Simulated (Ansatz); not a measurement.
**Band-structure calculation of HfS2 (part 2 of 2)**

Continued. System: HfS2 (P-3m1, 3 atoms in the cell). Method: DFT HSE06, scalar-relativistic, plane waves, PAW, no spin polarisation (Ansatz 0.2.0); cutoff 420 eV, 6×6×4 k-mesh, Gaussian smearing of 0.02 eV. The structure derives from a Materials Project entry.

Geometry of the input (Å; fractional positions):
```
3.6059  0.0000  0.0000
-1.8029  3.1228  0.0000
0.0000  0.0000  5.7704
Hf 0.0000  0.0000  0.0000
S  0.6667  0.3333  0.7476
S  0.3333  0.6667  0.2524
```

```
hybrid outer 3: dexx = +1.623e-9 eV, tail = 1.34e-9 eV, Δε = 1.58e-4 eV (about 2.91e-5 eV left of the loop's levels), ΔF = 1.63e-4 eV/Å (tail 3.59e-4)
NSCF: frozen V_eff on 39 k-points
hybrid SCF converged: 3 outer / 16 inner (+4 warm-up), last move |dexx| = 1.62e-9 eV, tail = 1.34e-9 eV
Stability not checked: this state was not tested for a lower state beside it, because the functional holds exact exchange (a hybrid, or Hartree-Fock), whose exchange loop this test does not read (fock_operator; see scf.lower_state_search)
Free energy (F): -17531.823407 eV
Frozen-core exchange: fock
Harris-Foulkes:  -17531.823407 eV  (|F-HF|=2.84e-10)
Internal energy: -17531.823407 eV  (E = F + TS)
E sigma→0 (E₀):  -17531.823407 eV
Fermi energy:    9.971268 eV
--- Per-component energies (eV) ---
  E_band       = -282.160636
  E_kinetic    = 630.449007
  E_local      = -8001.429950  (includes V_loc(G=0)·N_el)
  E_nonlocal   = -1202.016291
  E_hartree    = 3691.316743
  E_xc         = -392.302639
  E_vxc        = -350.009802  (∫ρ·V_xc dr)
  E_exx        = -137.833696  (= α·E_x^exact, valence–valence)
  E_paw        = -8078.782944  (= ΣΔE_a)
  E_vpaw       = 1533.881040  (= ΣTr[D̂ρ^β])
  E_aug_tail   = 0.000002  (compensation charges beyond the density's cutoff)
  E_ewald      = -4042.188962
  E_core_change = 0.965325  (= ΣΔE_core)
  E_smearing   = -0.000000  (= −TS)
  E_closure    = -0.000001  (closes the sum)
  Σ components = -17531.823407   (vs F -17531.823407, Δ=0.00e0)
--- Forces (eV/Å), atoms counted from 1 ---
  atom   1  Hf    -0.00000000    -0.00000000     0.00000000
  atom   2  S      0.00000000    -0.00000000     0.21422862
  atom   3  S      0.00000000     0.00000000    -0.21422862
  max |Σ_I F_I| component: 2.78e-17 eV/Å
--- Stress (GPa, compression-positive) ---
        2.117810      -0.000000       0.000000
        0.000000       2.117810      -0.000000
        0.000000      -0.000000       1.427719
  P = ⅓ Tr σ = 1.8878 GPa (18.878 kbar)
--- Band table (eV; the first three rows and the last of 24) ---
  k-point 0: bands = ["-56.2457", "-23.5521", "-23.4098", "-23.4098", "-6.2326", "-6.1958", "-6.1786", "-6.1786", "-6.1702", "-6.1702", "-6.1594", "-5.6086", "-3.5517", "3.5499", "5.9343", "5.9343", "8.9512", "8.9512", "9.1444", "11.9236", "11.9236", "12.5513", "15.3498"]
  k-point 1: bands = ["-56.2457", "-23.5522", "-23.4098", "-23.4098", "-6.2356", "-6.1958", "-6.1786", "-6.1786", "-6.1702", "-6.1702", "-6.1594", "-5.4638", "-3.8107", "4.1333", "5.9647", "5.9647", "8.0994", "8.8549", "8.8549", "11.8926", "11.8926", "12.7782", "15.6290"]
  k-point 2: bands = ["-56.2457", "-23.5523", "-23.4098", "-23.4098", "-6.2381", "-6.1958", "-6.1786", "-6.1786", "-6.1702", "-6.1702", "-6.1594", "-5.2687", "-4.1124", "5.0529", "5.9964", "5.9964", "6.8567", "8.7604", "8.7604", "11.8611", "11.8611", "12.8726", "15.9459"]
  k-point 23: bands = ["-56.2357", "-23.5880", "-23.5880", "-23.4960", "-6.1909", "-6.1909", "-6.1852", "-6.1834", "-6.1777", "-6.1777", "-6.1653", "-3.7621", "-3.7621", "4.7914", "4.7914", "4.9073", "6.3920", "6.9800", "6.9800", "12.8718", "13.3342", "13.3342", "16.4576"]
--- Löwdin populations: 3 sites ---
  site symbol       q [e]
     0     Hf     25.1176
     1      S      6.3630
     2      S      6.3630
  spilling = 0.004115 (of n_electrons = 38.000000)
```

File populations.tsv
```
# site	symbol	l	j	q
# orbitals = lowdin
# n_electrons = 38.000000
# spilling = 0.004115
0	Hf	0_5S	-	1.977588
0	Hf	0_6S	-	0.574657
0	Hf	1_5P	-	5.996320
0	Hf	2_5D	-	2.570974
0	Hf	3_4F	-	13.998091
1	S	0_3S	-	1.728752
1	S	1_3P	-	4.634241
2	S	0_3S	-	1.728752
2	S	1_3P	-	4.634241
```

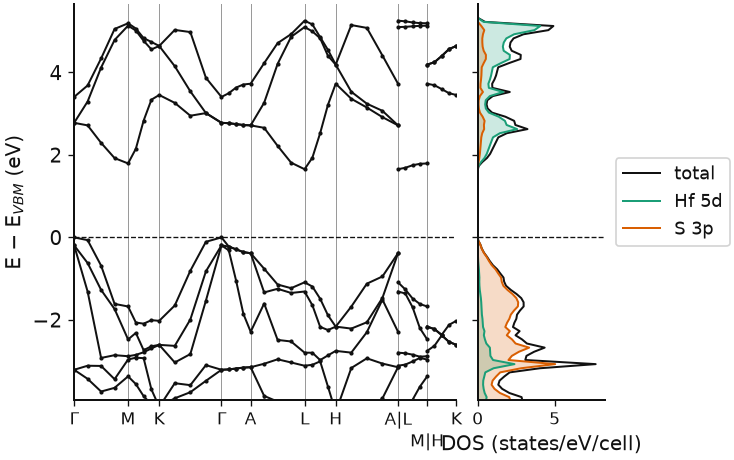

Band structure along Γ–M–K–Γ–A–L–H–A|L–M|H–K and density of states (projected on Löwdin-orthogonalised atomic shells), with energies from the valence-band top. There is a gap of 1.65 eV on this path, indirect, from Γ to L.

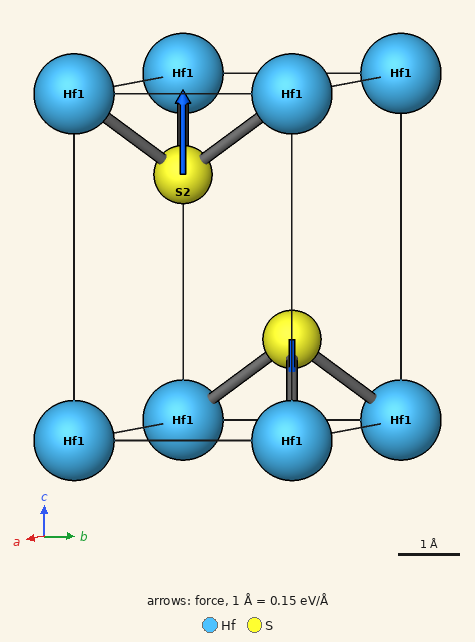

Forces on the atoms as blue arrows (ball-and-stick view of the cell of the calculation, seen at an oblique angle; atoms are numbered from 1 in the order of the input). The largest act on S2, S3 (0.21 eV/Å). The geometry is not a stationary point of this energy.

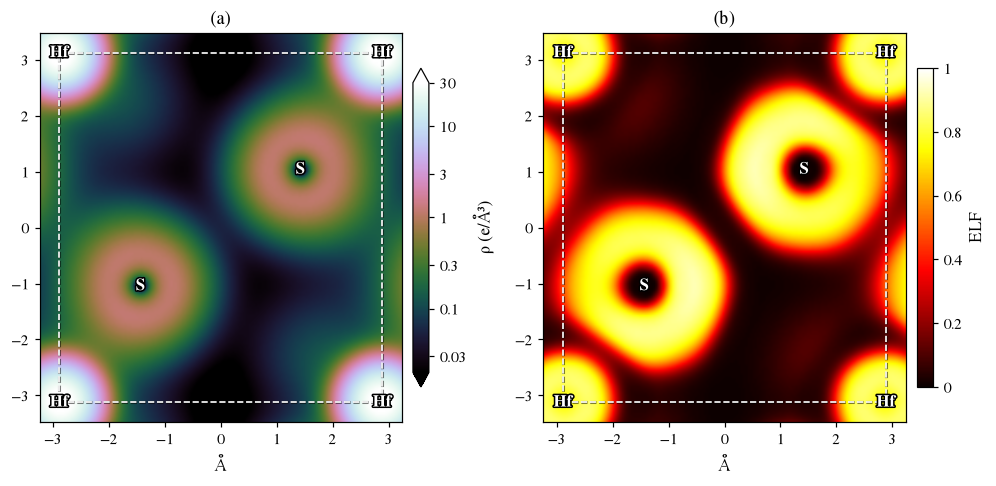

(a) valence pseudo-density; (b) electron localisation function on the (110) plane of the conventional cell. The plane passes through Hf and S nuclei. Hf–S (2.54 Å): ρ at the midpoint is about 0.47 e/Å³; the ELF is about 0.40 at the midpoint. Away from the nuclei the density in this plane falls to 0.01 e/Å³ at its lowest. The strong features right at Hf lie inside the PAW spheres (semicore, d or f shells) and say nothing about bonding. Core electrons are frozen (PAW), so the fields are smoothed inside the atomic spheres.

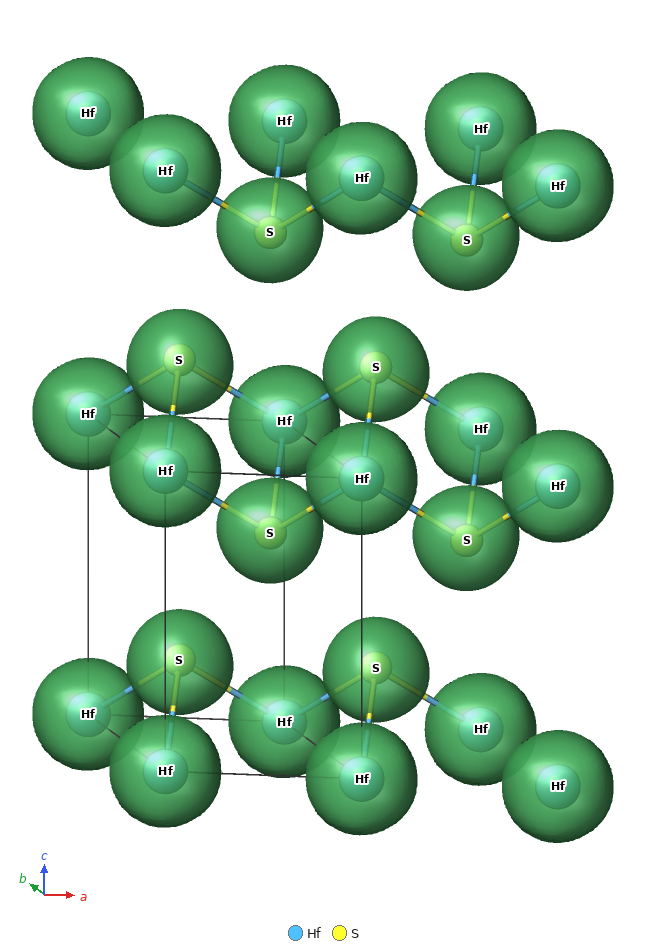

Isosurface of the valence pseudo-density at 0.6 e/Å³ (green), seen slightly off an axis. Sticks mark near contacts. The outline is the cell set on symmetry axes. At this value the density breaks into separate islands; it holds about 75 % of the electrons treated as valence (semicore included). It is pinched off along the Hf–S (2.54 Å) contacts. On the grid the lowest density along these lines, outside the cores, is 0.47 e/Å³ (Hf–S, 2.54 Å).

Summary

```tsv
quantity	value
outcome	converged
space group (tolerance 0.01 Å)	P-3m1 (164)
electrons treated	38
free energy	−17531.8234 eV
Fermi energy	9.971 eV
gap on the k-point mesh	1.65 eV
gap on the band path	1.65 eV
pressure	1.89 GPa
largest force (length of the vector)	0.214 eV/Å
hardware	2 threads of Arm Neoverse V1, 24 GiB of memory available, shared host
wall time	5.2 min (CPU time 10 min)
peak memory	1.5 GiB
```

Remarks

The program warns: the exchange loop's threshold is looser than advised for the stress; the SCF threshold is looser than advised for the printed stress. Spin–orbit coupling is left out, which matters for Hf.
